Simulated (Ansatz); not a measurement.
# Electron scattering at the Σ5 (310) boundary in bcc Nb, starting shift (0.5, 0)

Wanted: what the Σ5 (310) boundary in bcc Nb, starting shift (0.5, 0) costs an interconnect.

Program: Ansatz 0.2.0. Level of theory: Ansatz plane-wave DFT, PBE, PAW files; relaxation of a bicrystal slab with its lowest layers held; PAW set soft_1, in the first sound run; inputs show where later runs differ. Results are calculated unless marked as measured.

## 1. The structure

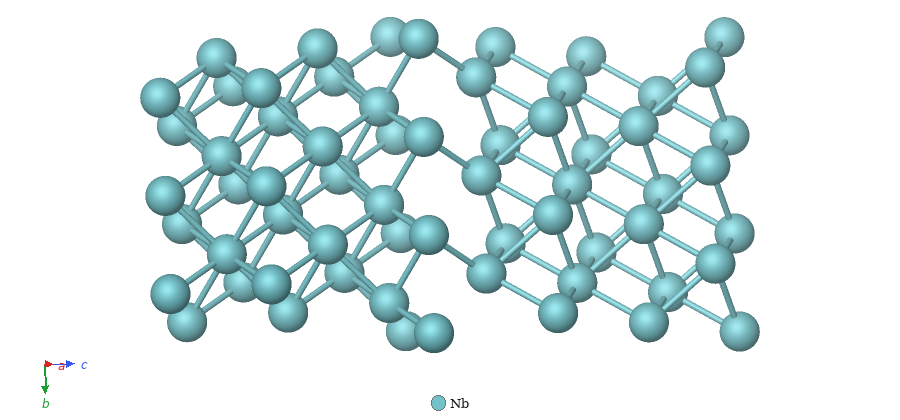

The starting structure, seen from the side, with the c axis across the page (niobium teal). 1×3×1 cells are drawn. Some periodic images of atoms are drawn too.

The cell holds 18 atoms: 18 Nb. Cell: a = 5.483 Å, b = 3.306 Å, c = 29.820 Å, α = 90.0°, β = 90.0°, γ = 72.5°. It derives from Nb. built on the (3 1 0) plane; 2 overlapping atoms removed and the grains opened by 0 Å. Vacuum lies along c.

## 2. Relaxing the bicrystal

The boundary is built by mirroring the lower grain in the boundary plane and removing any atoms that overlap. A thin bicrystal slab is relaxed first, with the lowest layers held and the upper grain free to shift and open.

File input.yaml:

```yaml
crystal:
  lattice:
    - [5.4828782722, 0.0, 0.0]
    - [0.9968869586, 3.1524333588, 0.0]
    - [0.0, 0.0, 29.8197895304]
  atoms:
    - { symbol: Nb, position: [0.8000000001, 0.6000000001, 0.1676738863] }
    - { symbol: Nb, position: [0.2000000001, 0.9000000001, 0.2027359669] }
    - { symbol: Nb, position: [0.6000000001, 0.2000000001, 0.2377980474] }
    - { symbol: Nb, position: [0.0, 0.5000000001, 0.272860128] }
    - { symbol: Nb, position: [0.4, 0.8000000001, 0.3079222086] }
    - { symbol: Nb, position: [0.8, 0.1, 0.3429842891] }
    - { symbol: Nb, position: [0.2, 0.4, 0.3780463697] }
    - { symbol: Nb, position: [0.6, 0.7, 0.4131084502] }
    - { symbol: Nb, position: [0.0, 0.0, 0.4481705308] }
    - { symbol: Nb, position: [0.7, 0.4, 0.5182946919] }
    - { symbol: Nb, position: [0.3, 0.1, 0.5533567725] }
    - { symbol: Nb, position: [0.9, 0.8000000001, 0.588418853] }
    - { symbol: Nb, position: [0.5, 0.5000000001, 0.6234809336] }
    - { symbol: Nb, position: [0.1000000001, 0.2000000001, 0.6585430142] }
    - { symbol: Nb, position: [0.7000000001, 0.9000000001, 0.6936050947] }
    - { symbol: Nb, position: [0.3000000001, 0.6000000001, 0.7286671753] }
    - { symbol: Nb, position: [0.9000000001, 0.3000000001, 0.7637292558] }
    - { symbol: Nb, position: [0.5000000001, 1.0e-10, 0.7987913364] }
kpoints:
  mp_grid: { grid: [7, 7, 1] }
hamiltonian:
  xc: pbe
  pseudopotentials: { kind: paw, azcp: { folder: soft_1 } }
scf:
  occupations: { method: fermi_dirac, width: 0.1 }
relax:
  f_tol: 0.03
  max_steps: 80
  constraints: [{ sites: [0, 1, 2] }]
```

Started as:

```bash
$ ansatz run input.yaml --threads 4 --pin off --max-ram 15360MiB --backend cpu --events-out ev --progress --plain --runs-dir out
```

Numbers of over 12 decimals in the logs are rounded to 6 here.

Output:

```text
Engine: ansatz 0.2.0, aarch64-unknown-linux-gnu
Pseudopotentials: kind: paw
Pseudopotential: Nb, paw, valence charge 13, recommended cutoff 420 eV (normal), soft_1/Nb.paw.azcp
Functional definition: PBE
  parameter kappa = 0.804
  parameter beta = 0.066725
  exchange = pbe_x(kappa = kappa, mu = beta*pi^2/3)
  correlation = pbe_c(beta = beta)
Crystal: 18 atoms, lattice volume = 515.417 Å³
Basis set: ecut = 420 eV, 10111 PW (Γ), exchange–correlation on 80×48×400 points (8 copies of the dense FFT grid, shifted against one another)
Bands: 141, of which v1, the nominal top of the filled ones, is band 117 counted from 1 (116 counted from 0)
Symmetry: 1 space group operations
Space group: P1 (ITA 1), of the structure as read, at distance tolerance 8.0e-5 Å
k-points: 25 of 49 (time reversal used)
Non-local potential: Nb, projectors of the file, l = 0: 3, l = 1: 2, l = 2: 2, l = 3: 1
PAW form: soft (Blöchl's): semilocal exchange-correlation on the pseudo side does not see the compensation charge
PAW one-centre angular grid: Nb, 590 points (default); XC on 64 Gauss nodes
Initial density: superposition of atomic densities (neutral atoms: chi_scale 0, normalization atom)
Initial wavefunctions: pseudopotential atomic-orbital guess
Functional: x = pbe(κ = 0.804, μ = 0.219515), c = pbe(β = 0.066725)
SCF iter   1: F=—  HF=-81950.829329 eV  |F-HF|=—  |Δ(HF+E_count)|=         —  Δρ=7.47e-2  dr2=2.44e2  ethr=3.10e-3  ⟨swp⟩=8.4  Hψ=16105  notcnv=0
preconditioner: auto → LDOS  [metal: Δε(μ)=0.004 eV  Ē_g=3.703 eV  σ=0.100 eV  W_gap=0.01  n_scr=112 (ndim 8)  ℏωp=15.5 eV  f_vac=0.272  D(μ)=18.08/eV (n_scr^D=138)  β→1.0]
SCF iter   2: F=—  HF=-81943.759420 eV  |F-HF|=—  |Δ(HF+E_count)|=    7.07e0  Δρ=6.92e-2  dr2=4.74e2  ethr=3.10e-3  ⟨swp⟩=11.3  Hψ=17449  notcnv=0  defer=6
SCF iter   3: F=—  HF=-81934.638169 eV  |F-HF|=—  |Δ(HF+E_count)|=    9.12e0  Δρ=1.96e-2  dr2=1.59e1  ethr=3.10e-3  ⟨swp⟩=9.9  Hψ=13511  notcnv=0  defer=1
SCF iter   4: F=—  HF=-81934.020635 eV  |F-HF|=—  |Δ(HF+E_count)|=   6.18e-1  Δρ=4.81e-3  dr2=6.48e-1  ethr=3.10e-3  ⟨swp⟩=4.3  Hψ=4925  notcnv=0  defer=5
SCF iter   5: F=—  HF=-81933.985261 eV  |F-HF|=—  |Δ(HF+E_count)|=   3.54e-2  Δρ=1.94e-3  dr2=2.03e-1  ethr=2.77e-4  ⟨swp⟩=4.4  Hψ=5873  notcnv=0  defer=9
SCF iter   6: F=—  HF=-81933.983442 eV  |F-HF|=—  |Δ(HF+E_count)|=   1.82e-3  Δρ=9.83e-4  dr2=6.57e-2  ethr=8.68e-5  ⟨swp⟩=2.2  Hψ=4252  notcnv=0  defer=2
SCF iter   7: F=—  HF=-81933.982065 eV  |F-HF|=—  |Δ(HF+E_count)|=   1.38e-3  Δρ=1.99e-4  dr2=1.89e-3  ethr=2.81e-5  ⟨swp⟩=2.1  Hψ=3910  notcnv=0
SCF iter   8: F=—  HF=-81933.981285 eV  |F-HF|=—  |Δ(HF+E_count)|=   7.80e-4  Δρ=5.48e-5  dr2=3.33e-5  ethr=8.06e-7  ⟨swp⟩=2.0  Hψ=4528  notcnv=0
SCF iter   9: F=-81933.981302 eV  HF=-81933.981302 eV  |F-HF|=1.51e-8  |Δ(HF+E_count)|=   1.66e-5  Δρ=1.51e-5  dr2=2.91e-6  ethr=9.62e-9  ⟨swp⟩=5.2  Hψ=12657  notcnv=0
SCF 1 converged in 9 iterations: F = -81933.981302 eV  dr2 = 2.91e-6
  greatest PAW one-centre occupation: 0.998 electrons in one spin orbital (limit 2), on the Nb atom at site 14 (counted from 0), in its partial waves of l = 0
relax step   1: F+E_penalty+E_count = -81933.98130174 eV  Δ(F+E_penalty+E_count) = +0.000e0 eV  max|allowed force component| = 1.631e0 eV/Å  Δτ_max = 0.0000 Å  (9 SCF iters, dr2 threshold 2.25e-5 eV, accepted)
Initial density: handed on by an earlier stage of this run
Initial wavefunctions: those handed on with the density
SCF iter   1: F=—  HF=-81934.942249 eV  |F-HF|=—  |Δ(HF+E_count)|=         —  Δρ=1.50e-2  dr2=8.41e0  ethr=3.10e-3  ⟨swp⟩=6.6  Hψ=8674  notcnv=0
preconditioner: auto → LDOS  [metal: Δε(μ)=0.007 eV  Ē_g=3.065 eV  σ=0.100 eV  W_gap=0.02  n_scr=112 (ndim 8)  ℏωp=15.5 eV  f_vac=0.280  D(μ)=24.67/eV (n_scr^D=246)  β→1.0]
SCF iter   2: F=—  HF=-81934.603358 eV  |F-HF|=—  |Δ(HF+E_count)|=   3.39e-1  Δρ=3.89e-3  dr2=4.34e-1  ethr=3.10e-3  ⟨swp⟩=2.3  Hψ=4388  notcnv=0  defer=1
SCF iter   3: F=—  HF=-81934.602522 eV  |F-HF|=—  |Δ(HF+E_count)|=   8.36e-4  Δρ=2.44e-3  dr2=7.72e-2  ethr=1.85e-4  ⟨swp⟩=2.3  Hψ=6311  notcnv=0
SCF iter   4: F=—  HF=-81934.587998 eV  |F-HF|=—  |Δ(HF+E_count)|=   1.45e-2  Δρ=5.90e-4  dr2=5.03e-3  ethr=3.30e-5  ⟨swp⟩=2.2  Hψ=6276  notcnv=0
SCF iter   5: F=—  HF=-81934.587112 eV  |F-HF|=—  |Δ(HF+E_count)|=   8.86e-4  Δρ=1.29e-4  dr2=1.14e-4  ethr=2.15e-6  ⟨swp⟩=3.0  Hψ=6649  notcnv=0
SCF iter   6: F=-81934.587119 eV  HF=-81934.587126 eV  |F-HF|=7.81e-6  |Δ(HF+E_count)|=   1.44e-5  Δρ=4.58e-5  dr2=2.01e-5  ethr=4.27e-8  ⟨swp⟩=2.6  Hψ=12750  notcnv=0
SCF 2 converged in 6 iterations: F = -81934.587119 eV  dr2 = 2.01e-5
relax step   2: F+E_penalty+E_count = -81934.58711860 eV  Δ(F+E_penalty+E_count) = -6.058e-1 eV  max|allowed force component| = 5.587e-1 eV/Å  Δτ_max = 0.1948 Å  (6 SCF iters, dr2 threshold 1.00e-4 eV, accepted)
SCF iter   1: F=—  HF=-81935.335291 eV  |F-HF|=—  |Δ(HF+E_count)|=         —  Δρ=1.60e-2  dr2=2.05e1  ethr=3.10e-3  ⟨swp⟩=5.6  Hψ=8836  notcnv=0
preconditioner: auto → LDOS  [metal: Δε(μ)=0.013 eV  Ē_g=3.098 eV  σ=0.100 eV  W_gap=0.03  n_scr=112 (ndim 8)  ℏωp=15.5 eV  f_vac=0.284  D(μ)=24.68/eV (n_scr^D=246)  β→1.0]
SCF iter   2: F=—  HF=-81935.012401 eV  |F-HF|=—  |Δ(HF+E_count)|=   3.23e-1  Δρ=4.26e-3  dr2=7.43e-1  ethr=3.10e-3  ⟨swp⟩=1.8  Hψ=4156  notcnv=0
SCF iter   3: F=—  HF=-81935.004027 eV  |F-HF|=—  |Δ(HF+E_count)|=   8.37e-3  Δρ=2.77e-3  dr2=8.37e-2  ethr=3.17e-4  ⟨swp⟩=2.0  Hψ=5426  notcnv=0
SCF iter   4: F=—  HF=-81934.985906 eV  |F-HF|=—  |Δ(HF+E_count)|=   1.81e-2  Δρ=4.69e-4  dr2=3.23e-3  ethr=3.58e-5  ⟨swp⟩=2.0  Hψ=5968  notcnv=0
SCF iter   5: F=—  HF=-81934.984700 eV  |F-HF|=—  |Δ(HF+E_count)|=   1.21e-3  Δρ=1.31e-4  dr2=2.44e-4  ethr=1.38e-6  ⟨swp⟩=3.1  Hψ=6535  notcnv=0
SCF iter   6: F=—  HF=-81934.984704 eV  |F-HF|=—  |Δ(HF+E_count)|=   3.25e-6  Δρ=3.92e-5  dr2=2.84e-5  ethr=1.04e-7  ⟨swp⟩=2.0  Hψ=4976  notcnv=0
SCF iter   7: F=-81934.984702 eV  HF=-81934.984704 eV  |F-HF|=1.74e-6  |Δ(HF+E_count)|=   6.98e-7  Δρ=1.47e-5  dr2=3.67e-6  ethr=8.34e-9  ⟨swp⟩=4.9  Hψ=10638  notcnv=0
SCF 3 converged in 7 iterations: F = -81934.984702 eV  dr2 = 3.67e-6
relax step   3: F+E_penalty+E_count = -81934.98470249 eV  Δ(F+E_penalty+E_count) = -3.976e-1 eV  max|allowed force component| = 4.976e-1 eV/Å  Δτ_max = 0.1951 Å  (7 SCF iters, dr2 threshold 1.95e-5 eV, accepted)
[... from here on, the SCF cycles and remarks between the steps are left out ...]
relax step   4: F+E_penalty+E_count = -81935.23521692 eV  Δ(F+E_penalty+E_count) = -2.505e-1 eV  max|allowed force component| = 2.734e-1 eV/Å  Δτ_max = 0.1918 Å  (7 SCF iters, dr2 threshold 2.90e-5 eV, accepted)
relax step   5: F+E_penalty+E_count = -81935.41336377 eV  Δ(F+E_penalty+E_count) = -1.781e-1 eV  max|allowed force component| = 2.578e-1 eV/Å  Δτ_max = 0.2000 Å  (7 SCF iters, dr2 threshold 2.26e-5 eV, accepted)
relax step   6: F+E_penalty+E_count = -81935.52911846 eV  Δ(F+E_penalty+E_count) = -1.158e-1 eV  max|allowed force component| = 1.051e-1 eV/Å  Δτ_max = 0.2000 Å  (7 SCF iters, dr2 threshold 2.01e-5 eV, accepted)
relax step   7: F+E_penalty+E_count = -81935.56781005 eV  Δ(F+E_penalty+E_count) = -3.869e-2 eV  max|allowed force component| = 1.351e-1 eV/Å  Δτ_max = 0.2000 Å  (8 SCF iters, dr2 threshold 1.83e-6 eV, accepted)
relax step   8: F+E_penalty+E_count = -81935.50413951 eV  Δ(F+E_penalty+E_count) = +6.367e-2 eV  max|allowed force component| = 8.853e-1 eV/Å  Δτ_max = 0.1177 Å  (7 SCF iters, dr2 threshold 3.03e-6 eV, rejected (line search))
relax step   9: F+E_penalty+E_count = -81935.57630136 eV  Δ(F+E_penalty+E_count) = -8.491e-3 eV  max|allowed force component| = 3.150e-2 eV/Å  Δτ_max = 0.0589 Å  (8 SCF iters, accepted)
relax step  10: F+E_penalty+E_count = -81935.57725378 eV  Δ(F+E_penalty+E_count) = -9.524e-4 eV  max|allowed force component| = 3.746e-2 eV/Å  Δτ_max = 0.0282 Å  (7 SCF iters, accepted)
SCF iter   1: F=—  HF=-81935.579295 eV  |F-HF|=—  |Δ(HF+E_count)|=         —  Δρ=1.23e-3  dr2=2.74e-2  ethr=2.18e-4  ⟨swp⟩=2.3  Hψ=5532  notcnv=0
preconditioner: auto → LDOS  [metal: Δε(μ)=0.002 eV  Ē_g=3.195 eV  σ=0.100 eV  W_gap=0.01  n_scr=112 (ndim 8)  ℏωp=15.5 eV  f_vac=0.307  D(μ)=23.17/eV (n_scr^D=226)  β→1.0]
SCF iter   2: F=—  HF=-81935.578406 eV  |F-HF|=—  |Δ(HF+E_count)|=   8.89e-4  Δρ=3.75e-4  dr2=1.40e-3  ethr=1.17e-5  ⟨swp⟩=1.0  Hψ=4075  notcnv=0
SCF iter   3: F=—  HF=-81935.578318 eV  |F-HF|=—  |Δ(HF+E_count)|=   8.79e-5  Δρ=2.01e-4  dr2=3.79e-4  ethr=5.98e-7  ⟨swp⟩=2.0  Hψ=6030  notcnv=0
SCF iter   4: F=—  HF=-81935.578224 eV  |F-HF|=—  |Δ(HF+E_count)|=   9.39e-5  Δρ=3.23e-5  dr2=7.71e-6  ethr=1.62e-7  ⟨swp⟩=2.1  Hψ=5768  notcnv=0
SCF iter   5: F=—  HF=-81935.577571 eV  |F-HF|=—  |Δ(HF+E_count)|=   6.53e-4  Δρ=9.61e-6  dr2=1.23e-6  ethr=3.29e-9  ⟨swp⟩=2.9  Hψ=6773  notcnv=0
SCF iter   6: F=—  HF=-81935.577571 eV  |F-HF|=—  |Δ(HF+E_count)|=   2.27e-8  Δρ=3.93e-6  dr2=1.70e-7  ethr=5.25e-10  ⟨swp⟩=2.3  Hψ=4890  notcnv=0
SCF iter   7: F=-81935.577571 eV  HF=-81935.577571 eV  |F-HF|=3.14e-9  |Δ(HF+E_count)|=   6.99e-8  Δρ=1.22e-6  dr2=1.81e-8  ethr=4.27e-11  ⟨swp⟩=5.0  Hψ=11481  notcnv=0
SCF 11 converged in 7 iterations: F = -81935.577571 eV  dr2 = 1.81e-8
relax step  11: F+E_penalty+E_count = -81935.57757101 eV  Δ(F+E_penalty+E_count) = -3.172e-4 eV  max|allowed force component| = 2.852e-2 eV/Å  Δτ_max = 0.0149 Å  (7 SCF iters, accepted)
SCF converged after 7 iterations
Free energy (F): -81935.577571 eV
Harris-Foulkes:  -81935.577571 eV  (|F-HF|=3.14e-9)
Internal energy: -81934.815261 eV  (E = F + TS)
E sigma→0 (E₀):  -81935.196416 eV
Entropy (-TS):   -0.762310 eV (-42.351 meV/atom)
Fermi energy:    10.020504 eV
--- Per-component energies (eV) ---
  E_band       = -3062.026608
  E_kinetic    = 6702.142521
  E_local      = -193443.422467  (includes V_loc(G=0)·N_el)
  E_nonlocal   = 1715.813295
  E_hartree    = 93842.236665
  E_xc         = -2973.831840
  E_vxc        = -3599.191481  (∫ρ·V_xc dr)
  E_paw        = -55480.988859  (= ΣΔE_a)
  E_vpaw       = -2121.860588  (= ΣTr[D̂ρ^β])
  E_aug_tail   = 0.000753  (compensation charges beyond the density's cutoff)
  E_ewald      = 67703.234671
  E_smearing   = -0.762310  (= −TS)
  E_closure    = -0.000000  (closes the sum)
  Σ components = -81935.577571   (vs F -81935.577571, Δ=0.00e0)
--- Forces (eV/Å), atoms counted from 1 ---
  atom   1  Nb     0.19072919    -0.06517526     1.57007218
  atom   2  Nb    -0.47387088     0.16153986    -0.66308502
  atom   3  Nb     0.30001689    -0.09925172    -0.90244611
  atom   4  Nb    -0.00158169    -0.00200943     0.00409837
  atom   5  Nb     0.00450935     0.00817708     0.00697229
  atom   6  Nb    -0.02852294     0.00095998    -0.00078690
  atom   7  Nb     0.01409146    -0.01030322    -0.00576122
  atom   8  Nb     0.00395440     0.00443300    -0.01129458
  atom   9  Nb    -0.00419898    -0.00410846     0.01015670
  atom  10  Nb     0.01007160    -0.00423247     0.00073194
  atom  11  Nb    -0.00984993     0.00838945     0.00574603
  atom  12  Nb    -0.00053703     0.00329335    -0.01165028
  atom  13  Nb     0.00016431    -0.00438366     0.00141535
  atom  14  Nb    -0.00093562    -0.00258339     0.00127374
  atom  15  Nb     0.00213015     0.00853643    -0.00474666
  atom  16  Nb    -0.00141401    -0.00255928    -0.00244010
  atom  17  Nb    -0.00376257    -0.00169120     0.00392758
  atom  18  Nb    -0.00105305     0.00097891    -0.00224116
  max |Σ_I F_I| component: 5.94e-5 eV/Å
--- Relaxed structure (11 steps of the walk, 10 accepted, 0 SCFs on fresh bases) ---
  F+E_penalty+E_count = -81935.57757101 eV   max|allowed force component| = 2.852e-2 eV/Å
  atoms:
    - { symbol: Nb, position: [0.8000000001, 0.600000, 0.1676738863] }
    - { symbol: Nb, position: [0.200000, 0.900000, 0.202736] }
    - { symbol: Nb, position: [0.600000, 0.2000000001, 0.237798] }
    - { symbol: Nb, position: [-0.00558962, 0.501627, 0.271458] }
    - { symbol: Nb, position: [0.396301, 0.806209, 0.307649] }
    - { symbol: Nb, position: [0.795956, 0.099188, 0.343771] }
    - { symbol: Nb, position: [0.192962, 0.393813, 0.375231] }
    - { symbol: Nb, position: [0.586813, 0.775510, 0.416263] }
    - { symbol: Nb, position: [0.075903, -0.202001, 0.452257] }
    - { symbol: Nb, position: [0.682098, 0.400034, 0.494732] }
    - { symbol: Nb, position: [0.280611, 0.112593, 0.525988] }
    - { symbol: Nb, position: [0.888753, 0.809673, 0.562209] }
    - { symbol: Nb, position: [0.483811, 0.504969, 0.596545] }
    - { symbol: Nb, position: [0.081356, 0.208802, 0.631857] }
    - { symbol: Nb, position: [0.681331, 0.908850, 0.668493] }
    - { symbol: Nb, position: [0.281936, 0.610397, 0.702939] }
    - { symbol: Nb, position: [0.864915, 0.320953, 0.738374] }
    - { symbol: Nb, position: [0.470586, 0.019887, 0.765385] }
```

It took 10 min on 4 threads of Arm Neoverse V1, shared host; peak memory 2.4 GiB.

The steps of the relaxation:

```csv
step,energy less that of the first step (eV),largest force component (eV/Å)
1,0.0000,1.6314
2,-0.6058,0.5587
3,-1.0034,0.4976
4,-1.2539,0.2734
5,-1.4321,0.2578
6,-1.5478,0.1051
7,-1.5865,0.1351
8,-1.5228,0.8853
9,-1.5950,0.0315
10,-1.5960,0.0375
11,-1.5963,0.0285
```

Relaxation step 8 was tried and not accepted.

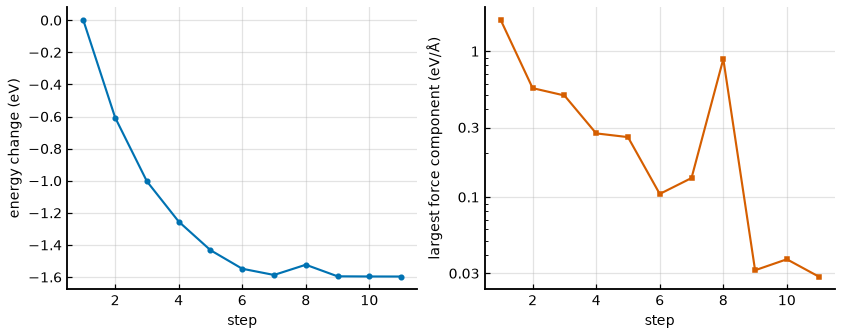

Energy and largest force along the relaxation.

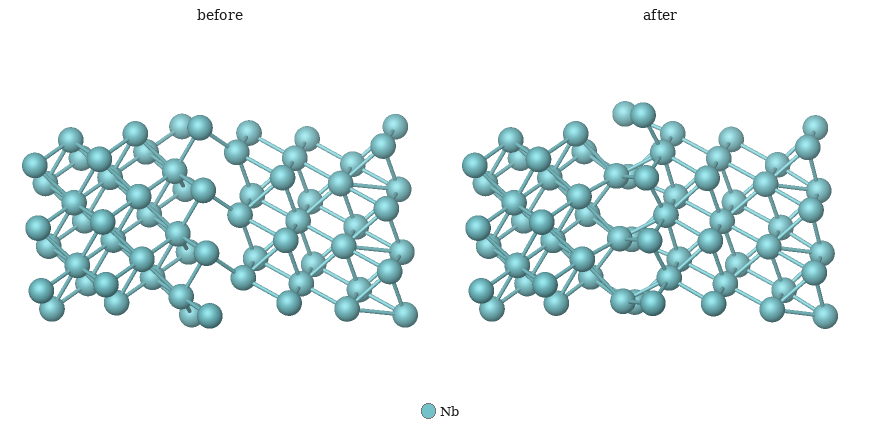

Before and after, at one scale.

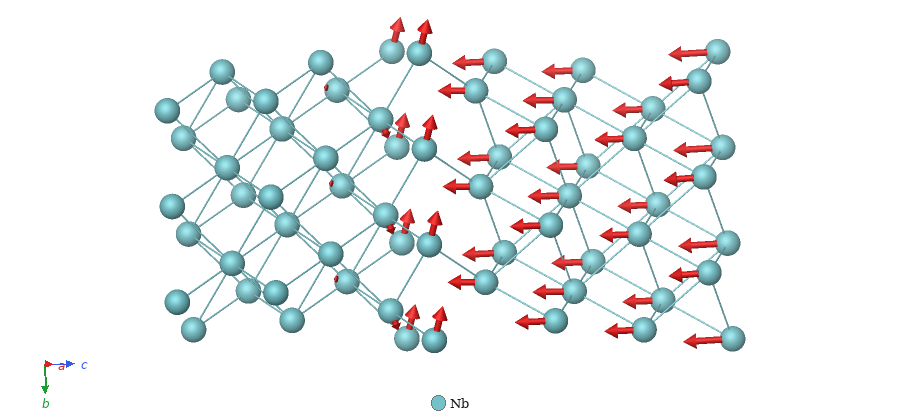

Displacements in the relaxation, exaggerated; the longest in the cell stands for 1.01 Å. 1×3×1 cells are drawn. Some periodic images of atoms are drawn too.

The atoms that moved most (Å):

```csv
atom,dx,dy,dz,length
Nb18,-0.141,0.063,-0.996,1.008
Nb11,-0.094,0.040,-0.816,0.822
Nb13,-0.084,0.016,-0.803,0.808
Nb14,-0.093,0.028,-0.796,0.802
Nb12,-0.052,0.030,-0.782,0.784
Nb17,-0.171,0.066,-0.756,0.778
Nb16,-0.089,0.033,-0.767,0.773
Nb15,-0.094,0.028,-0.749,0.755
```

This step gave:

```
free energy             : -81935.5776 eV
energy at zero smearing : -81935.1964 eV
Fermi energy            : 10.02 eV
```

The largest force component on a free atom ends at 0.029 eV/Å, under the tolerance of 0.03, after 11 steps.

[end of part 1 of 3]

[Logs are printed without paths, hosts, clocks, repeated set-up lines and the standing remarks that a program may print on its own settings, such as how far it seeks lower states.]

[Hosts, paths, dates, database ids (printed as entryN), source tags and the programs' standing remarks are cut or masked in the printed files.]
